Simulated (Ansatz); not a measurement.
The calculation's input:

```
crystal:
  lattice:
    - [3.5565669337, 0.0, 0.0]
    - [-1.7782834669, 3.0800773149, 0.0]
    - [0.0, 0.0, 6.34762586]
  atoms:
    - { symbol: Ti, position: [0.0, 0.0, 0.0] }
    - { symbol: Se, position: [0.33333333, 0.66666667, 0.23992784] }
    - { symbol: Se, position: [0.66666667, 0.33333333, 0.76007216] }
basis:
  ecutwfc: 420
kpoints:
  mp_grid: { grid: [12, 12, 8] }
hamiltonian:
  xc: pbe
scf:
  occupations: { method: gaussian, width: 0.1 }
output:
  forces: true
  stress: true
  eigenvalues: true
  write_density: true
  write_potential: true
  elf: true
  volumetric_format: npy
relax:
  adjacent_minimum: "off"
  f_tol: 0.005
  max_steps: 80
  cell: { stress_tol: 0.05 }
```

Run with:

```sh
ansatz run input.yaml --threads 1 --pin off --max-ram 2560MiB --backend cpu --events-out ev --progress --plain --runs-dir out
```

Below, planes, directions and counts refer to the conventional cell (a = 3.54 Å, b = 3.54 Å, c = 6.70 Å, α = 90.00°, β = 90.00°, γ = 120.00°).

The fields are those of the relaxed geometry.

Space group P-3m1; a structure from a database of computed crystals, not necessarily the ambient phase; computed without spin polarisation.

Theory: Ansatz, DFT PBE, scalar-relativistic, plane waves, PAW.

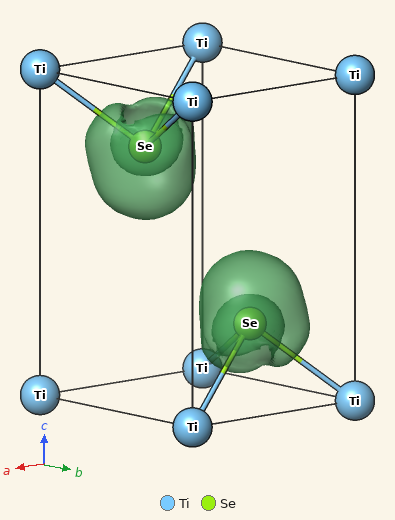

TiSe2. Isosurface of the electron localisation function at 0.75 (green), seen at an oblique angle. Core shells and regions of very low density are left out. Sticks mark near contacts.

Core electrons are frozen (PAW), and the valence fields are smoothed inside the atomic spheres.

Q: Where are the electrons localised?

A: At this value the surface marks out two regions wrapped around Se (the valence shell of each), counted in one cell of 3 atoms. Regions shared between cells count once. Profiles from the grid: Ti–Se (2.56 Å): the ELF is about 0.55 at the midpoint.
